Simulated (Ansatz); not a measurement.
```cif
data_structure
_symmetry_space_group_name_H-M 'P 1'
_symmetry_Int_Tables_number 1
_cell_length_a 3.9253
_cell_length_b 3.9253
_cell_length_c 2.8284
_cell_angle_alpha 68.882
_cell_angle_beta 68.882
_cell_angle_gamma 77.223
_cell_volume 37.71
loop_
_atom_site_label
_atom_site_type_symbol
_atom_site_fract_x
_atom_site_fract_y
_atom_site_fract_z
_atom_site_occupancy
Co1 Co 0.25000 0.25000 0.75000 1
Co2 Co 0.75000 0.75000 0.25000 1
O1 O 0.83333 0.16667 0.50000 1
O2 O 0.33333 0.66667 0.00000 1
```

Space group P-6m2; a generated structure, not necessarily the stable one; spin-polarised.

Computed with Kohn-Sham DFT of a periodic cell, PBE, Ansatz PAW (Ansatz).

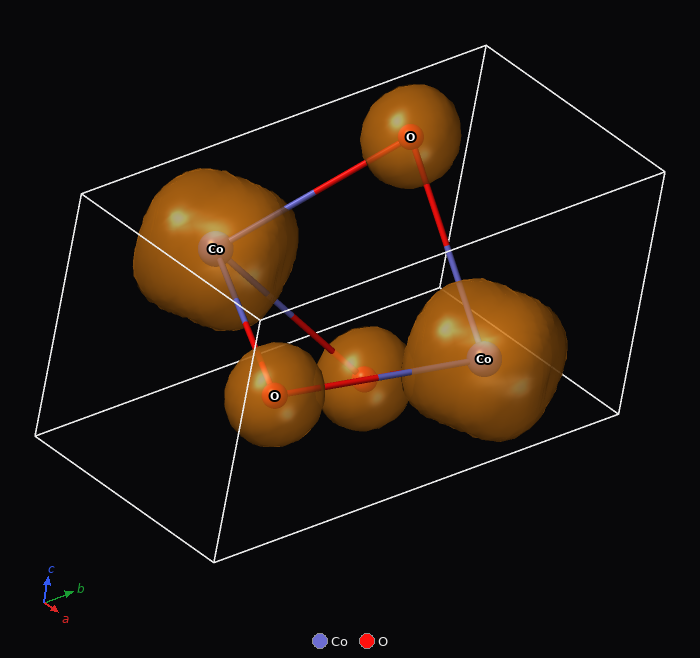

CoO. Isosurface of the spin density (up minus down) at +0.3 e/Å³ (orange), seen slightly off an axis. Sticks mark near contacts.

The density is the valence pseudo-density of a PAW calculation; it isn't the true density close to the nuclei.

Which atoms carry the moments, and with what signs?

Answer. The spin density sits on Co: +2.5 μB (×2) in one cell of 4 atoms, with smaller moments on other sites: O (up to +0.42 μB): parallel main moments (a ferromagnetic arrangement) in this solution. The cell of the calculation (4 atoms) carries 6.0 μB of net spin moment.
